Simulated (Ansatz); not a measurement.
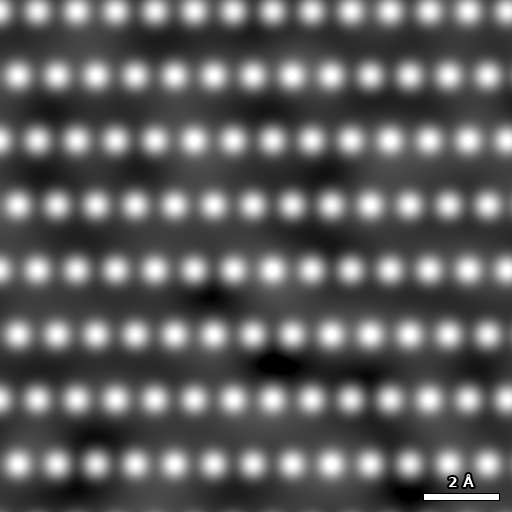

HAADF-like image of Fe (I4/mmm, No. 139). Simulation: incoherent imaging, intensity Z^1.6 per atom, probe width 0.55 Å, thin sample. The probe carries 25 % of its weight in a tail 2.5 times as wide. The display is stretched by a gamma of 0.65; percentages refer to the linear signal. The speckle of an amorphous layer was added. Structure: a calculation's starting geometry; the starting structure was generated, so it need not be a known form of this composition.

```cif
data_structure
_symmetry_space_group_name_H-M 'I4/mmm'
_symmetry_Int_Tables_number 139
_cell_length_a 2.3949
_cell_length_b 2.3949
_cell_length_c 3.5415
_cell_angle_alpha 90.000
_cell_angle_beta 90.000
_cell_angle_gamma 90.000
_cell_volume 20.31
loop_
_atom_site_label
_atom_site_type_symbol
_atom_site_symmetry_multiplicity
_atom_site_Wyckoff_symbol
_atom_site_fract_x
_atom_site_fract_y
_atom_site_fract_z
_atom_site_occupancy
Fe1 Fe 2 a 0.00000 0.00000 0.00000 1
```

Along which zone axis is the crystal seen: [210], [201], [111] or [102]? (Directions equivalent by symmetry count as one.)

Answer. [210]. The projected cells are 1.07 × 1.85 Å, 107° for [210]; 1.39 × 1.39 Å, 119° for [201]; 2.09 × 2.09 Å, 108° for [111]; 1.13 × 1.33 Å, 115° for [102], and the image repeats as the [210] one does.
